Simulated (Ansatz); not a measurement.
# Two runs on GaN

System: GaN (P6₃mc, 36 atoms in the cell).
Method of run A: DFT PBEsol, scalar-relativistic, plane waves, PAW, no spin polarisation (Ansatz 0.2.0).

The structure derives from a Materials Project entry. Text and figures count atoms from 1; the logs count them from 0 in places.

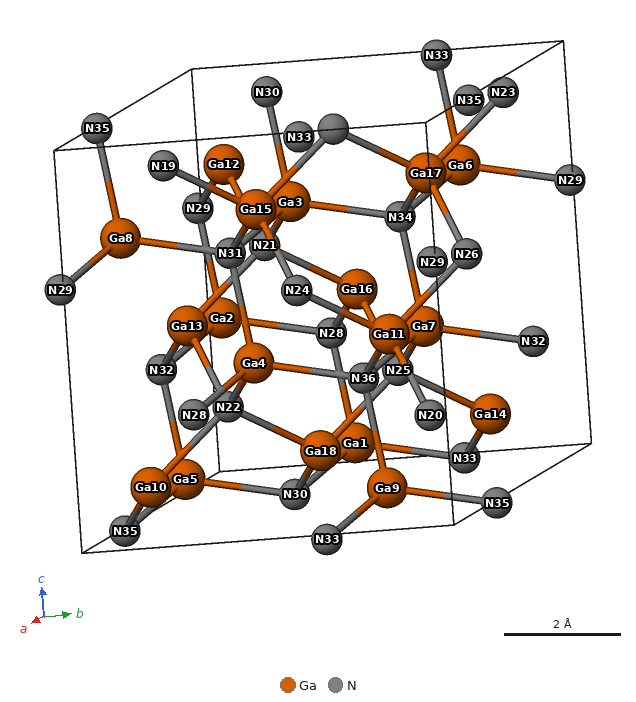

The structure as given in the input (ball-and-stick view of the cell of the calculation, seen slightly off an axis; atoms are numbered from 1 in the order of the input). Near neighbours in the crystal (not all of them lie inside the picture): Ga has 4 N at 1.95 Å; N has 4 Ga at 1.95 Å.

## Input file, run A
```yaml
crystal:
  lattice:
    - [4.7742184498, 2.7563963072, -5.1852146248]
    - [0.0, -5.5127926143, -5.1852146248]
    - [-4.7742184498, 2.7563963072, -5.1852146248]
  atoms:
    - { symbol: Ga, position: [0.0558303449, 0.3891636783, 0.0558303449] }
    - { symbol: Ga, position: [0.0558303449, 0.0558303449, 0.3891636783] }
    - { symbol: Ga, position: [0.3891636783, 0.3891636783, 0.7224970116] }
    - { symbol: Ga, position: [0.7224970116, 0.3891636783, 0.3891636783] }
    - { symbol: Ga, position: [0.3891636783, 0.0558303449, 0.0558303449] }
    - { symbol: Ga, position: [0.0558303449, 0.7224970116, 0.7224970116] }
    - { symbol: Ga, position: [0.3891636783, 0.7224970116, 0.3891636783] }
    - { symbol: Ga, position: [0.7224970116, 0.0558303449, 0.7224970116] }
    - { symbol: Ga, position: [0.7224970116, 0.7224970116, 0.0558303449] }
    - { symbol: Ga, position: [0.7780525671, 0.1113859005, 0.1113859005] }
    - { symbol: Ga, position: [0.7780525671, 0.7780525671, 0.4447192338] }
    - { symbol: Ga, position: [0.1113859005, 0.1113859005, 0.7780525671] }
    - { symbol: Ga, position: [0.4447192338, 0.1113859005, 0.4447192338] }
    - { symbol: Ga, position: [0.1113859005, 0.7780525671, 0.1113859005] }
    - { symbol: Ga, position: [0.7780525671, 0.4447192338, 0.7780525671] }
    - { symbol: Ga, position: [0.1113859005, 0.4447192338, 0.4447192338] }
    - { symbol: Ga, position: [0.4447192338, 0.7780525671, 0.7780525671] }
    - { symbol: Ga, position: [0.4447192338, 0.4447192338, 0.1113859005] }
    - { symbol: "N", position: [0.9302807662, 0.2636140995, 0.9302807662] }
    - { symbol: "N", position: [0.9302807662, 0.9302807662, 0.2636140995] }
    - { symbol: "N", position: [0.2636140995, 0.2636140995, 0.5969474329] }
    - { symbol: "N", position: [0.5969474329, 0.2636140995, 0.2636140995] }
    - { symbol: "N", position: [0.2636140995, 0.9302807662, 0.9302807662] }
    - { symbol: "N", position: [0.9302807662, 0.5969474329, 0.5969474329] }
    - { symbol: "N", position: [0.2636140995, 0.5969474329, 0.2636140995] }
    - { symbol: "N", position: [0.5969474329, 0.9302807662, 0.5969474329] }
    - { symbol: "N", position: [0.5969474329, 0.5969474329, 0.9302807662] }
    - { symbol: "N", position: [0.9858363217, 0.3191696551, 0.3191696551] }
    - { symbol: "N", position: [0.9858363217, 0.9858363217, 0.6525029884] }
    - { symbol: "N", position: [0.3191696551, 0.3191696551, 0.9858363217] }
    - { symbol: "N", position: [0.6525029884, 0.3191696551, 0.6525029884] }
    - { symbol: "N", position: [0.3191696551, 0.9858363217, 0.3191696551] }
    - { symbol: "N", position: [0.9858363217, 0.6525029884, 0.9858363217] }
    - { symbol: "N", position: [0.3191696551, 0.6525029884, 0.6525029884] }
    - { symbol: "N", position: [0.6525029884, 0.9858363217, 0.9858363217] }
    - { symbol: "N", position: [0.6525029884, 0.6525029884, 0.3191696551] }
basis:
  ecutwfc: 420
  xc_grid: 2
kpoints:
  mp_grid: { grid: [2, 2, 2], shift: [0.5, 0.5, 0.5] }
hamiltonian:
  xc: pbesol
scf:
  occupations: { method: gaussian, width: 0.01 }
output:
  forces: true
  stress: true
  eigenvalues: true
```

Launched with:
```bash
ansatz run input.yaml --threads 4 --pin off --max-ram 8192MiB --backend cpu --events-out ev --progress --plain --runs-dir out
```

Hardware: 4 threads of AMD EPYC (Zen 3), 189 GiB of memory available, shared host.

## Output, shortened to warnings, some set-up lines, iterations and results (run A)
```
Basis set: ecut = 420 eV, 7985 PW (Γ), exchange–correlation on 108×108×108 points (8 copies of the dense FFT grid, shifted against one another)
Symmetry: 54 space group operations
k-points: 2 of 8 (time reversal used)
Initial density: superposition of atomic densities (neutral atoms: chi_scale 0, normalization atom), corrected by the library's trained network
[...]
SCF iter   1: F=—  HF=-74211.410294 eV  |F-HF|=—  |Δ(HF+E_count)|=         —  Δρ=1.26e-2  dr2=6.27e-1  ethr=1.77e-3  ⟨swp⟩=6.0  Hψ=1455  notcnv=0
SCF iter   2: F=—  HF=-74211.231973 eV  |F-HF|=—  |Δ(HF+E_count)|=   1.78e-1  Δρ=1.88e-3  dr2=1.45e-2  ethr=1.93e-4  ⟨swp⟩=2.0  Hψ=553  notcnv=0  defer=56
SCF iter   3: F=—  HF=-74211.230103 eV  |F-HF|=—  |Δ(HF+E_count)|=   1.87e-3  Δρ=8.78e-4  dr2=2.46e-3  ethr=4.48e-6  ⟨swp⟩=2.0  Hψ=464  notcnv=0  defer=34
SCF iter   4: F=—  HF=-74211.230343 eV  |F-HF|=—  |Δ(HF+E_count)|=   2.40e-4  Δρ=2.24e-4  dr2=2.00e-4  ethr=7.58e-7  ⟨swp⟩=2.5  Hψ=719  notcnv=0  defer=34
SCF iter   5: F=—  HF=-74211.230146 eV  |F-HF|=—  |Δ(HF+E_count)|=   1.97e-4  Δρ=1.09e-4  dr2=3.33e-5  ethr=6.16e-8  ⟨swp⟩=2.0  Hψ=662  notcnv=0  defer=34
SCF iter   6: F=—  HF=-74211.229399 eV  |F-HF|=—  |Δ(HF+E_count)|=   7.47e-4  Δρ=1.49e-5  dr2=6.51e-7  ethr=1.03e-8  ⟨swp⟩=2.0  Hψ=650  notcnv=0  defer=34
SCF iter   7: F=-74211.229399 eV  HF=-74211.229399 eV  |F-HF|=1.85e-8  |Δ(HF+E_count)|=   4.08e-7  Δρ=4.50e-6  dr2=7.48e-8  ethr=3.09e-11  ⟨swp⟩=9.0  Hψ=1507  notcnv=0
SCF 1 converged in 7 iterations: F = -74211.229399 eV  dr2 = 7.48e-8
SCF converged after 7 iterations
Free energy (F): -74211.229399 eV
Harris-Foulkes:  -74211.229399 eV  (|F-HF|=1.85e-8)
Internal energy: -74211.229399 eV  (E = F + TS)
E sigma→0 (E₀):  -74211.229399 eV
Fermi energy:    11.082821 eV
--- Per-component energies (eV) ---
  E_band       = -118.419860
  E_kinetic    = 4441.924373
  E_local      = -35077.996380  (includes V_loc(G=0)·N_el)
  E_nonlocal   = 8559.668356
  E_hartree    = 16118.921618
  E_xc         = -2298.669387
  E_vxc        = -2409.893267  (∫ρ·V_xc dr)
  E_paw        = -37368.714742  (= ΣΔE_a)
  E_vpaw       = -7869.963536  (= ΣTr[D̂ρ^β])
  E_aug_tail   = 0.001003  (compensation charges beyond the density's cutoff)
  E_ewald      = -28602.403620
  E_core_change = 16.039380  (= ΣΔE_core)
  E_smearing   = -0.000000  (= −TS)
  E_closure    = -0.000000  (closes the sum)
  Σ components = -74211.229399   (vs F -74211.229399, Δ=0.00e0)
--- Forces (eV/Å), atoms counted from 1 ---
  atom   1  Ga    -0.00000000    -0.00000000     0.00131092
  atom   2  Ga    -0.00000000    -0.00000000     0.00131092
  atom   3  Ga    -0.00000000    -0.00000000     0.00131092
  atom   4  Ga     0.00000000    -0.00000000     0.00131092
  atom   5  Ga     0.00000000    -0.00000000     0.00131092
  atom   6  Ga     0.00000000    -0.00000000     0.00131092
  atom   7  Ga    -0.00000000    -0.00000000     0.00131092
  atom   8  Ga    -0.00000000    -0.00000000     0.00131092
  atom   9  Ga     0.00000000    -0.00000000     0.00131092
  atom  10  Ga     0.00000000    -0.00000000     0.00076866
  atom  11  Ga     0.00000000    -0.00000000     0.00076866
  atom  12  Ga     0.00000000    -0.00000000     0.00076866
  atom  13  Ga     0.00000000    -0.00000000     0.00076866
  atom  14  Ga     0.00000000    -0.00000000     0.00076866
  atom  15  Ga     0.00000000    -0.00000000     0.00076866
  atom  16  Ga     0.00000000    -0.00000000     0.00076866
  atom  17  Ga     0.00000000    -0.00000000     0.00076866
  atom  18  Ga     0.00000000    -0.00000000     0.00076866
  atom  19  N     -0.00000000     0.00000000    -0.00252583
  atom  20  N     -0.00000000     0.00000000    -0.00252583
  atom  21  N      0.00000000     0.00000000    -0.00252583
  atom  22  N      0.00000000     0.00000000    -0.00252583
  atom  23  N     -0.00000000     0.00000000    -0.00252583
  atom  24  N     -0.00000000     0.00000000    -0.00252583
  atom  25  N     -0.00000000     0.00000000    -0.00252583
  atom  26  N     -0.00000000     0.00000000    -0.00252583
  atom  27  N     -0.00000000     0.00000000    -0.00252583
  atom  28  N      0.00000000    -0.00000000     0.00043201
  atom  29  N     -0.00000000    -0.00000000     0.00043201
  atom  30  N      0.00000000    -0.00000000     0.00043201
[...]
```

The input of run B differs as follows (lines with − go, lines with + come):
```diff
-  xc_grid: 2
+  xc_grid: 1
```

What does this change do to the results?

The energy doesn't change within 0.01 meV per atom. The number of SCF iterations is the same.

## Output, shortened to warnings, some set-up lines, iterations and results (run B)
```
Basis set: ecut = 420 eV, 7985 PW (Γ)
Symmetry: 54 space group operations
k-points: 2 of 8 (time reversal used)
Initial density: superposition of atomic densities (neutral atoms: chi_scale 0, normalization atom), corrected by the library's trained network
[...]
SCF iter   1: F=—  HF=-74211.410186 eV  |F-HF|=—  |Δ(HF+E_count)|=         —  Δρ=1.26e-2  dr2=6.27e-1  ethr=1.77e-3  ⟨swp⟩=6.0  Hψ=1455  notcnv=0
SCF iter   2: F=—  HF=-74211.231864 eV  |F-HF|=—  |Δ(HF+E_count)|=   1.78e-1  Δρ=1.88e-3  dr2=1.45e-2  ethr=1.93e-4  ⟨swp⟩=2.0  Hψ=553  notcnv=0  defer=56
SCF iter   3: F=—  HF=-74211.229992 eV  |F-HF|=—  |Δ(HF+E_count)|=   1.87e-3  Δρ=8.78e-4  dr2=2.46e-3  ethr=4.48e-6  ⟨swp⟩=2.0  Hψ=464  notcnv=0  defer=34
SCF iter   4: F=—  HF=-74211.230232 eV  |F-HF|=—  |Δ(HF+E_count)|=   2.40e-4  Δρ=2.24e-4  dr2=2.00e-4  ethr=7.58e-7  ⟨swp⟩=2.5  Hψ=719  notcnv=0  defer=34
SCF iter   5: F=—  HF=-74211.230042 eV  |F-HF|=—  |Δ(HF+E_count)|=   1.90e-4  Δρ=1.09e-4  dr2=3.33e-5  ethr=6.16e-8  ⟨swp⟩=2.0  Hψ=662  notcnv=0  defer=34
SCF iter   6: F=—  HF=-74211.229405 eV  |F-HF|=—  |Δ(HF+E_count)|=   6.38e-4  Δρ=1.48e-5  dr2=6.48e-7  ethr=1.03e-8  ⟨swp⟩=2.0  Hψ=650  notcnv=0  defer=34
SCF iter   7: F=-74211.229405 eV  HF=-74211.229405 eV  |F-HF|=2.01e-8  |Δ(HF+E_count)|=   4.07e-7  Δρ=4.45e-6  dr2=7.29e-8  ethr=3.09e-11  ⟨swp⟩=9.0  Hψ=1507  notcnv=0
SCF 1 converged in 7 iterations: F = -74211.229405 eV  dr2 = 7.29e-8
SCF converged after 7 iterations
Free energy (F): -74211.229405 eV
Harris-Foulkes:  -74211.229405 eV  (|F-HF|=2.01e-8)
Internal energy: -74211.229405 eV  (E = F + TS)
E sigma→0 (E₀):  -74211.229405 eV
Fermi energy:    11.082825 eV
--- Per-component energies (eV) ---
  E_band       = -118.419239
  E_kinetic    = 4441.924521
  E_local      = -35077.996663  (includes V_loc(G=0)·N_el)
  E_nonlocal   = 8559.668120
  E_hartree    = 16118.921863
  E_xc         = -2298.669444
  E_vxc        = -2409.893287  (∫ρ·V_xc dr)
  E_paw        = -37368.714564  (= ΣΔE_a)
  E_vpaw       = -7869.963189  (= ΣTr[D̂ρ^β])
  E_aug_tail   = 0.001003  (compensation charges beyond the density's cutoff)
  E_ewald      = -28602.403620
  E_core_change = 16.039380  (= ΣΔE_core)
  E_smearing   = -0.000000  (= −TS)
  E_closure    = -0.000000  (closes the sum)
  Σ components = -74211.229405   (vs F -74211.229405, Δ=0.00e0)
--- Forces (eV/Å), atoms counted from 1 ---
  atom   1  Ga    -0.00000000    -0.00000000     0.00129698
  atom   2  Ga    -0.00000000    -0.00000000     0.00129698
  atom   3  Ga    -0.00000000    -0.00000000     0.00129698
  atom   4  Ga    -0.00000000    -0.00000000     0.00129698
  atom   5  Ga    -0.00000000    -0.00000000     0.00129698
  atom   6  Ga    -0.00000000    -0.00000000     0.00129698
  atom   7  Ga    -0.00000000    -0.00000000     0.00129698
  atom   8  Ga    -0.00000000    -0.00000000     0.00129698
  atom   9  Ga    -0.00000000    -0.00000000     0.00129698
  atom  10  Ga     0.00000000    -0.00000000     0.00076555
  atom  11  Ga     0.00000000    -0.00000000     0.00076555
  atom  12  Ga     0.00000000    -0.00000000     0.00076555
  atom  13  Ga     0.00000000    -0.00000000     0.00076555
  atom  14  Ga     0.00000000    -0.00000000     0.00076555
  atom  15  Ga     0.00000000    -0.00000000     0.00076555
  atom  16  Ga     0.00000000    -0.00000000     0.00076555
  atom  17  Ga     0.00000000    -0.00000000     0.00076555
  atom  18  Ga     0.00000000    -0.00000000     0.00076555
  atom  19  N     -0.00000000     0.00000000    -0.00251443
  atom  20  N     -0.00000000     0.00000000    -0.00251443
  atom  21  N     -0.00000000     0.00000000    -0.00251443
  atom  22  N      0.00000000     0.00000000    -0.00251443
  atom  23  N     -0.00000000     0.00000000    -0.00251443
  atom  24  N     -0.00000000     0.00000000    -0.00251443
  atom  25  N     -0.00000000     0.00000000    -0.00251443
  atom  26  N     -0.00000000     0.00000000    -0.00251443
  atom  27  N      0.00000000     0.00000000    -0.00251443
  atom  28  N      0.00000000    -0.00000000     0.00043379
  atom  29  N      0.00000000    -0.00000000     0.00043379
  atom  30  N      0.00000000    -0.00000000     0.00043379
[...]
```

## The two runs side by side

```csv
quantity,run A,run B
outcome,converged,converged
free energy per atom (eV),−2061.4230,−2061.4230
gap on the mesh (eV),3.24,3.24
pressure (GPa),−0.01,−0.01
largest force (eV/Å),0.003,0.003
SCF iterations,7,7
irreducible k-points,2,2
plane waves at Γ,7985,7985
wall time (shared host),13 s,14 s
```
